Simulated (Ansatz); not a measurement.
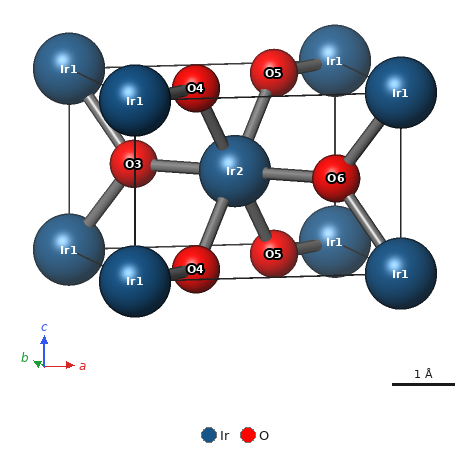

Figure 1. The input geometry (ball-and-stick view of the cell of the calculation, seen slightly off an axis; atoms are numbered from 1 in the order of the input). Near neighbours in the crystal (not all of them lie inside the picture): Ir has 6 O at 1.92 Å; O has 3 Ir at 1.92 Å.

Run report: IrO₂, single-point calculation

- system: IrO₂ (P4₂/mnm, 6 atoms in the cell)
- method: DFT LDA, scalar-relativistic, plane waves, PAW, spin-polarised (Ansatz 0.2.0)

The structure was made by swapping elements on the sites of another compound; it need not be a known phase. It belongs to a series of runs on one base structure; here: Hf -> Ir on all its sites, cell and atoms relaxed. Figures and captions count atoms from 1; the log counts them from 0 in places.

The program's output
```
Engine: ansatz 0.2.0, x86_64-unknown-linux-gnu
Pseudopotentials: kind: paw
Pseudopotential: Ir, paw, valence charge 17, recommended cutoff 420 eV (normal), Ir.paw.azcp
Pseudopotential: O, paw, valence charge 6, recommended cutoff 420 eV (normal), O.paw.azcp
Functional definition: SPW92
  exchange = slater_x
  correlation = pw_c
Crystal: 6 atoms, lattice volume = 58.416 Å³
Basis set: ecut = 420 eV, 1145 PW (Γ)
Bands: 36, of which v1, the nominal top of the filled ones, is band 29 counted from 1 (28 counted from 0)
Symmetry: 16 space group operations
Space group: P42/mnm (ITA 136), of the structure as read, at distance tolerance 3.9e-5 Å
Magnetic group: BNS 136.495 (UNI 1155), of the structure as read, at distance tolerance 3.9e-5 Å
k-points: 24 of 96
Non-local potential: Ir, projectors of the file, l = 0: 3, l = 1: 2, l = 2: 2, l = 3: 1
Non-local potential: O, projectors of the file, l = 0: 2, l = 1: 2, l = 2: 1
PAW form: soft (Blöchl's): semilocal exchange-correlation on the pseudo side does not see the compensation charge
PAW frozen core: Ir, regenerated for the run's functional, and the local potential with it (the file was generated under x = pbe(κ = 0.804, μ = 0.2195149727645171), c = pbe(β = 0.06672455060314922))
PAW frozen core: O, regenerated for the run's functional, and the local potential with it (the file was generated under x = pbe(κ = 0.804, μ = 0.2195149727645171), c = pbe(β = 0.06672455060314922))
PAW one-centre angular grid: Ir, 590 points (default); XC on 64 Gauss nodes
PAW one-centre angular grid: O, 110 points (default); XC on 64 Gauss nodes
Initial density: superposition of atomic densities (chi_scale 0.1, normalization cell, long waves kept (reshape's long-wave potential 0.00 eV rms))
Starting moments: Σ|m| = 2 μB on 2 of 6 sites
Initial wavefunctions: pseudopotential atomic-orbital guess
Functional: x = slater, c = lda
SCF iter   1: F=—  HF=-25543.098510 eV  |F-HF|=—  |Δ(HF+E_count)|=         —  Δρ=6.88e-2 (↑5.03e-2 ↓6.88e-2)  dr2=1.95e0  dr2_m=7.14e-1  M=0.451 μB ∫|m|=0.504 μB  β_m=0.30  ethr=3.10e-3  ⟨swp⟩=5.4  Hψ=6303  notcnv=0
preconditioner: auto → Kerker (q_TF=auto, 2.725 Å⁻¹)  [metal: Δε(μ)=0.024 eV  Ē_g=12.865 eV  σ=0.100 eV  W_gap=0.14  n_scr=18 (ndim 8)  ℏωp=31.5 eV  f_vac=0.000  D(μ)=3.59/eV (n_scr^D=38)]
spin=Collinear: Kerker preconditioning applied to the charge; magnetization (m = ρ↑ − ρ↓) channel mixes plain (no charge-response kernel on spin).
SCF iter   2: F=—  HF=-25542.905669 eV  |F-HF|=—  |Δ(HF+E_count)|=   1.93e-1  Δρ=4.91e-2 (↑3.73e-2 ↓4.91e-2)  dr2=9.97e-1  dr2_m=3.87e-1  M=0.365 μB ∫|m|=0.405 μB  β_m=0.30  ethr=3.10e-3  ⟨swp⟩=1.7  Hψ=2229  notcnv=0
SCF iter   3: F=—  HF=-25542.691257 eV  |F-HF|=—  |Δ(HF+E_count)|=   2.14e-1  Δρ=2.25e-2 (↑2.25e-2 ↓1.89e-2)  dr2=7.93e-2  dr2_m=2.09e-1  M=0.298 μB ∫|m|=0.327 μB  β_m=0.30  ethr=1.72e-3  ⟨swp⟩=2.2  Hψ=2752  notcnv=0  defer=3
SCF iter   4: F=—  HF=-25542.707158 eV  |F-HF|=—  |Δ(HF+E_count)|=   1.59e-2  Δρ=1.58e-2 (↑1.58e-2 ↓1.47e-2)  dr2=1.84e-2  dr2_m=1.18e-1  M=0.236 μB ∫|m|=0.258 μB  β_m=0.30  ethr=1.37e-4  ⟨swp⟩=1.6  Hψ=2473  notcnv=0  defer=82
SCF iter   5: F=—  HF=-25542.720272 eV  |F-HF|=—  |Δ(HF+E_count)|=   1.31e-2  Δρ=1.17e-2 (↑1.17e-2 ↓1.13e-2)  dr2=8.70e-3  dr2_m=6.70e-2  M=0.190 μB ∫|m|=0.208 μB  β_m=0.30  ethr=3.17e-5  ⟨swp⟩=1.0  Hψ=1646  notcnv=0  defer=82
SCF iter   6: F=—  HF=-25542.727763 eV  |F-HF|=—  |Δ(HF+E_count)|=   7.49e-3  Δρ=8.74e-3 (↑8.27e-3 ↓8.74e-3)  dr2=1.09e-3  dr2_m=3.82e-2  M=0.155 μB ∫|m|=0.168 μB  β_m=0.30  ethr=1.50e-5  ⟨swp⟩=2.4  Hψ=2996  notcnv=0  defer=82
SCF iter   7: F=—  HF=-25542.732853 eV  |F-HF|=—  |Δ(HF+E_count)|=   5.09e-3  Δρ=6.52e-3 (↑6.37e-3 ↓6.52e-3)  dr2=2.21e-4  dr2_m=2.22e-2  M=0.126 μB ∫|m|=0.136 μB  β_m=0.30  ethr=1.88e-6  ⟨swp⟩=2.3  Hψ=2558  notcnv=0  defer=82
Mixer restart at iter 7: flushing history
spin-set hold released at iteration 7 (site moments contracting): the magnetisation degrees of freedom join the quasi-Newton model from the next iteration; the mixer history was flushed
SCF iter   8: F=—  HF=-25542.735905 eV  |F-HF|=—  |Δ(HF+E_count)|=   3.05e-3  Δρ=4.98e-3 (↑4.89e-3 ↓4.98e-3)  dr2=1.50e-4  dr2_m=1.30e-2  M=0.102 μB ∫|m|=0.110 μB  β_m=0.65  ethr=3.81e-7  ⟨swp⟩=2.2  Hψ=2207  notcnv=0  defer=82
SCF iter   9: F=—  HF=-25542.740719 eV  |F-HF|=—  |Δ(HF+E_count)|=   4.81e-3  Δρ=5.79e-4 (↑5.75e-4 ↓5.79e-4)  dr2=1.30e-5  dr2_m=1.76e-4  M=0.018 μB ∫|m|=0.020 μB  β_m=0.82  ethr=2.59e-7  ⟨swp⟩=2.6  Hψ=3134  notcnv=0  defer=82
SCF iter  10: F=—  HF=-25542.740837 eV  |F-HF|=—  |Δ(HF+E_count)|=   1.18e-4  Δρ=1.84e-4 (↑1.75e-4 ↓1.84e-4)  dr2=2.75e-6  dr2_m=1.68e-5  M=0.005 μB ∫|m|=0.006 μB  β_m=0.91  ethr=2.24e-8  ⟨swp⟩=2.0  Hψ=3040  notcnv=0  defer=82
SCF iter  11: F=—  HF=-25542.740847 eV  |F-HF|=—  |Δ(HF+E_count)|=   9.93e-6  Δρ=2.69e-5 (↑2.69e-5 ↓1.65e-5)  dr2=3.10e-7  dr2_m=2.17e-7  M=-0.000 μB ∫|m|=0.000 μB  β_m=0.96  ethr=4.75e-9  ⟨swp⟩=2.1  Hψ=2927  notcnv=0  defer=82
SCF iter  12: F=—  HF=-25542.740847 eV  |F-HF|=—  |Δ(HF+E_count)|=   9.03e-8  Δρ=1.07e-5 (↑1.02e-5 ↓1.07e-5)  dr2=2.09e-7  dr2_m=6.80e-10  M=-0.000 μB ∫|m|=0.000 μB  β_m=0.80  ethr=1.72e-10  ⟨swp⟩=9.2  Hψ=6690  notcnv=0
iter 13 did not close the SCF: its close was put off for a magnetic moment that had not settled (scf_convergence_deferred on its scf_iter line)
SCF iter  13: F=-25542.740847 eV  HF=-25542.740847 eV  |F-HF|=6.98e-9  |Δ(HF+E_count)|=   4.62e-8  Δρ=2.89e-6 (↑2.50e-6 ↓2.89e-6)  dr2=2.28e-8  dr2_m=7.10e-10  M=-0.000 μB ∫|m|=0.000 μB  β_m=0.90  ethr=1.72e-10  ⟨swp⟩=2.1  Hψ=5846  notcnv=0
SCF iter  14: F=-25542.740847 eV  HF=-25542.740847 eV  |F-HF|=1.82e-10  |Δ(HF+E_count)|=   3.02e-9  Δρ=6.00e-7 (↑4.85e-7 ↓6.00e-7)  dr2=7.55e-10  dr2_m=4.81e-11  M=-0.000 μB ∫|m|=0.000 μB  ethr=3.92e-11  ⟨swp⟩=1.0  Hψ=4584  notcnv=0
WARN: the starting moments were not kept: the SCF closed with an absolute magnetisation of 6.0e-6 μB, where they sum to 2 μB in size (2 sites). That is at most 0.1 of that sum. Measured as dr2_m measures the in/out step, that magnetisation stands 9.0e-12 eV from none, at or under the dr2_threshold of 1.0e-7 eV: it is no larger than a step whose dr2_m would equal this threshold. The system may hold no moment; this SCF shows only that its start led to no more than that. To try another start: raise the starting moments (crystal.atoms[].spin, magnetization.per_species, magnetization.initial_magnetization, or on a non-collinear deck that types none of these the spinor_matrix: blocks that start its atoms; where the total moment is fixed, keep their sum and leave initial_magnetization as it is; typed ones take the place of any that the run laid by itself, positive ones on a crystal's lanthanoids without a Hubbard term where scf.initial_density.shell_occupations: [] is typed) or, if the notice of its spin-set hold's release reads "site moments contracting" or "site moments show no strong build", lengthen the hold (scf.mixing.spin_hold: { on: { confirm: 4 } }; for m-r²SCAN on two components see the key's manual first). Each may lead to a state that holds a moment. A second SCF, from the converged charge density, with the starting moments and any scf.initial_density.shell_occupations laid on it anew, would have followed, and was not run: the deck does not ask for one (magnetization.retry_lost_moments is false, the default). To let it run, set magnetization.retry_lost_moments: true and run the deck again, where that key's refused combinations let it; where memory then withholds it, that run's warning says so.
SCF 1 converged in 14 iterations: F = -25542.740847 eV  dr2 = 7.55e-10
  greatest PAW one-centre occupation: 1.000 electrons in one spin orbital (limit 2), on the Ir atom at site 1 (counted from 0), in its partial waves of l = 0
```

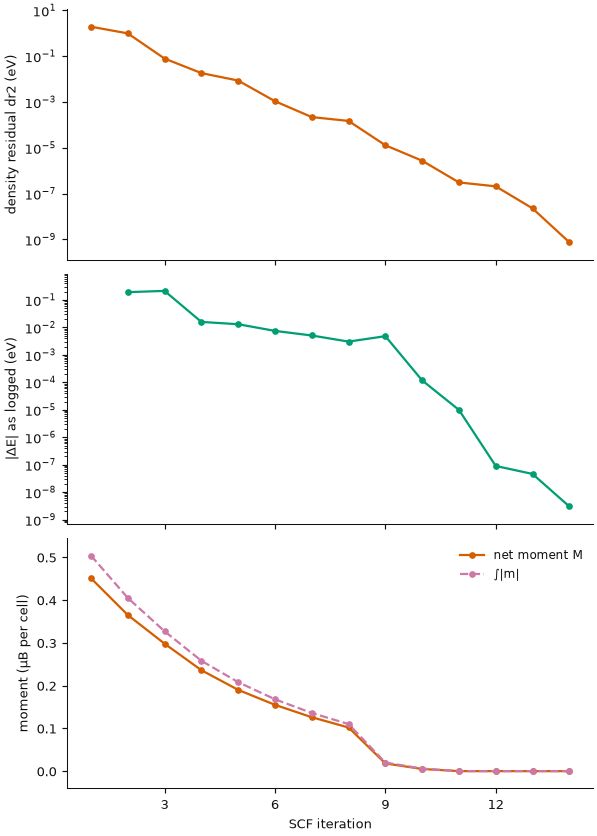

Figure 2. Convergence of the self-consistent field: density residual dr2, size of the energy change and magnetic moment against the SCF iteration. The residual falls at every step. The net moment goes from 0.5 to 0.0 μB per cell, and ∫|m| falls to zero.

```
SCF converged after 14 iterations
Magnetization: -0.0000 μB (29.0000 up, 29.0000 down)
Absolute magnetization: 0.0000 μB (∫|ρ↑−ρ↓|, with the PAW one-centre terms)
Spin contamination: 0.0000 ħ² per cell (⟨S²⟩ above its minimum at these occupations)
Per-site moments (μB) at R_I (Å): [(-2.5933079132915996e-7, 0.7905584468345507), (-2.593307913904083e-7, 0.7905584468345508), (-8.992484976013676e-7, 0.7905584468345508), (-8.992484976783229e-7, 0.7905584468345509), (-8.99248497696578e-7, 0.7905584468345507), (-8.992484976960556e-7, 0.7905584468345508)]
Free energy (F): -25542.740847 eV
Harris-Foulkes:  -25542.740847 eV  (|F-HF|=1.82e-10)
Internal energy: -25542.727577 eV  (E = F + TS)
E sigma→0 (E₀):  -25542.734212 eV
Entropy (-TS):   -0.013270 eV (-2.212 meV/atom)
Fermi energy:    16.316304 eV
--- Per-component energies (eV) ---
  E_band       = -381.201492
  E_kinetic    = 1956.157167
  E_local      = -4282.604860  (includes V_loc(G=0)·N_el)
  E_nonlocal   = 363.248231
  E_hartree    = 1589.610524
  E_xc         = -821.919105
  E_vxc        = -971.507929  (∫ρ·V_xc dr)
  E_paw        = -18497.444766  (= ΣΔE_a)
  E_vpaw       = -625.724521  (= ΣTr[D̂ρ^β])
  E_aug_tail   = 0.010236  (compensation charges beyond the density's cutoff)
  E_ewald      = -5850.995896
  E_core_change = 1.210890  (= ΣΔE_core)
  E_smearing   = -0.013270  (= −TS)
  E_closure    = -0.000000  (closes the sum)
  Σ components = -25542.740847   (vs F -25542.740847, Δ=0.00e0)
--- Forces (eV/Å), atoms counted from 1 ---
  atom   1  Ir     0.00000000    -0.00000000    -0.00000000
  atom   2  Ir     0.00000000    -0.00000000    -0.00000000
  atom   3  O      0.31311798    -0.31311798     0.00000000
  atom   4  O     -0.31311798    -0.31311798     0.00000000
  atom   5  O      0.31311798     0.31311798    -0.00000000
  atom   6  O     -0.31311798     0.31311798    -0.00000000
  max |Σ_I F_I| component: 5.55e-17 eV/Å
--- Stress (GPa, compression-positive) ---
       14.633384      -0.000000       0.000000
       -0.000000      14.633384      -0.000000
        0.000000      -0.000000      45.911906
  P = ⅓ Tr σ = 25.0596 GPa (250.596 kbar)
--- Band table (eV; the first three rows and the last of 48) ---
  k-point 0 ↑: bands = ["-77.3225", "-77.3201", "-34.3254", "-34.3254", "-34.1338", "-34.1121", "-34.1010", "-34.1010", "-5.7415", "-4.3346", "-2.9743", "-2.9743", "5.2716", "5.4857", "7.1277", "7.4175", "7.4175", "10.5131", "10.5131", "10.8032", "12.2913", "12.7669", "12.7669", "13.1642", "13.2715", "13.5394", "13.7583", "13.7583", "13.9681", "17.4851", "17.8685", "20.8570", "21.0458", "21.0458", "22.8468", "24.7728"]
  k-point 1 ↑: bands = ["-77.3204", "-77.3183", "-34.3200", "-34.3200", "-34.1918", "-34.1732", "-34.0931", "-34.0931", "-5.3896", "-4.1114", "-3.1997", "-3.1997", "5.7589", "5.8483", "7.4715", "7.5157", "7.5157", "9.6026", "10.7474", "10.8861", "10.8861", "11.5648", "11.5648", "13.2962", "13.5688", "13.9755", "14.2168", "14.9069", "14.9069", "17.5077", "18.1461", "20.4333", "20.4333", "21.4985", "22.4771", "26.0059"]
  k-point 2 ↑: bands = ["-77.3161", "-77.3149", "-34.3092", "-34.3092", "-34.3053", "-34.2948", "-34.0770", "-34.0770", "-4.5592", "-3.7387", "-3.6224", "-3.6224", "6.6101", "6.9195", "7.8812", "7.8812", "8.0069", "8.4672", "9.0696", "10.1680", "10.1680", "11.5078", "11.5078", "11.7738", "14.2878", "14.3355", "14.9868", "16.0842", "16.0842", "16.5656", "19.0920", "19.8741", "19.8741", "20.3088", "24.0970", "28.0522"]
  k-point 23 ↓: bands = ["-77.3136", "-77.3136", "-34.3579", "-34.3579", "-34.3046", "-34.3046", "-34.0694", "-34.0694", "-3.9408", "-3.9408", "-3.6703", "-3.6703", "7.1934", "7.1934", "7.3393", "7.3393", "7.9657", "7.9657", "9.5209", "9.5209", "11.2996", "11.2996", "12.5119", "12.5119", "14.7582", "14.7582", "14.8865", "14.8865", "15.6866", "15.6866", "19.7729", "19.7729", "19.9685", "19.9685", "25.1183", "25.1183"]
--- Löwdin populations: 6 sites ---
  site symbol       q [e]    m [muB]
     0     Ir     15.6084    -0.0000
     1     Ir     15.6084    -0.0000
     2      O      6.6316    -0.0000
     3      O      6.6316    -0.0000
     4      O      6.6316    -0.0000
     5      O      6.6316    -0.0000
  spilling = 0.004430 (of n_electrons = 58.000000)
```

File populations.tsv
```
# site	symbol	l	j	q_up	q_dn
# orbitals = lowdin
# n_electrons = 58.000000
# spilling = 0.004430
0	Ir	0_5S	-	0.993849	0.993849
0	Ir	0_6S	-	0.261337	0.261337
0	Ir	1_5P	-	2.996296	2.996296
0	Ir	2_5D	-	3.552710	3.552710
1	Ir	0_5S	-	0.993849	0.993849
1	Ir	0_6S	-	0.261337	0.261337
1	Ir	1_5P	-	2.996296	2.996296
1	Ir	2_5D	-	3.552710	3.552710
2	O	0_2S	-	0.866723	0.866723
2	O	1_2P	-	2.449063	2.449064
3	O	0_2S	-	0.866723	0.866723
3	O	1_2P	-	2.449063	2.449064
4	O	0_2S	-	0.866723	0.866723
4	O	1_2P	-	2.449063	2.449064
5	O	0_2S	-	0.866723	0.866723
5	O	1_2P	-	2.449063	2.449064
```

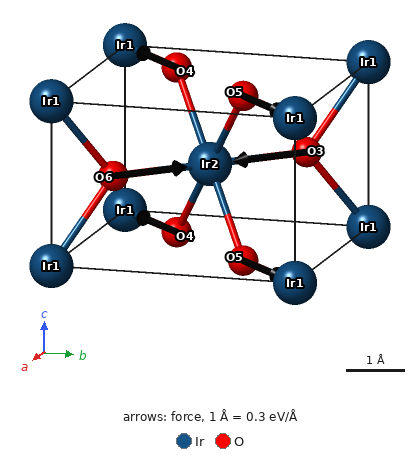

Figure 3. Forces on the atoms as black arrows (ball-and-stick view of the cell of the calculation, seen slightly off an axis; atoms are numbered from 1 in the order of the input). The largest act on all 4 O atoms (0.44 eV/Å). The geometry is not a stationary point of this energy.

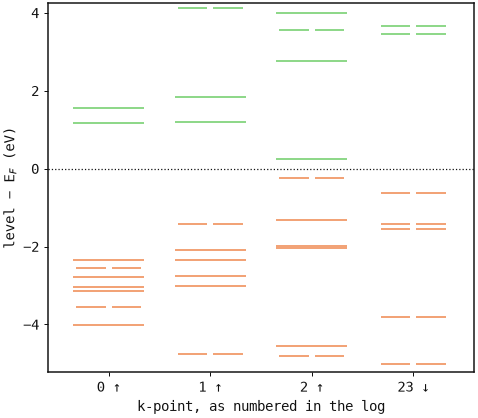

Figure 4. Kohn–Sham levels near the Fermi level (dotted) at the few k-points that the log prints; levels within 0.02 eV of each other stand side by side. The system is metallic on the full mesh.

This output came from the following input.

Input file
```yaml
crystal:
  lattice:
    - [4.4447608138, 0.0, 0.0]
    - [0.0, 4.4447608138, 0.0]
    - [0.0, 0.0, 2.9568803687]
  atoms:
    - { symbol: Ir, position: [0.0, 0.0, 0.0], spin: 1.0 }
    - { symbol: Ir, position: [0.5, 0.5, 0.5], spin: 1.0 }
    - { symbol: O, position: [0.195107573, 0.804892427, 0.5] }
    - { symbol: O, position: [0.304892427, 0.304892427, 0.0] }
    - { symbol: O, position: [0.695107573, 0.695107573, 0.0] }
    - { symbol: O, position: [0.804892427, 0.195107573, 0.5] }
basis:
  ecutwfc: 420
kpoints:
  mp_grid: { grid: [4, 4, 6] }
hamiltonian:
  xc: lda
scf:
  occupations: { method: gaussian, width: 0.1 }
  lower_state_search: "off"
output:
  forces: true
  stress: true
  eigenvalues: true
  populations: true
magnetization:
  spin_polarized: true
```

Command:
```bash
ansatz run input.yaml --threads 1 --pin off --max-ram 2560MiB --backend cpu --events-out ev --progress --plain --runs-dir out
```

Key numbers

```json
{"quantity": "outcome", "value": "converged"}
{"quantity": "space group (tolerance 0.01 Å)", "value": "P4₂/mnm (136)"}
{"quantity": "electrons treated", "value": "58"}
{"quantity": "free energy", "value": "−25542.7408 eV"}
{"quantity": "Fermi energy", "value": "16.316 eV"}
{"quantity": "gap on the k-point mesh", "value": "none (metallic)"}
{"quantity": "net moment of the cell", "value": "0.00 μB"}
{"quantity": "integrated absolute moment", "value": "0.00 μB"}
{"quantity": "pressure", "value": "25.06 GPa"}
{"quantity": "largest force (length of the vector)", "value": "0.443 eV/Å"}
{"quantity": "hardware", "value": "1 thread of Oxide Virtual Turin-like (Zen 5), 32 GiB of memory available, shared host"}
{"quantity": "wall time", "value": "11 s"}
{"quantity": "peak memory", "value": "0.4 GiB"}
```

Notes

The program warns: some starting moments were not kept. Spin–orbit coupling is left out, which matters for Ir.
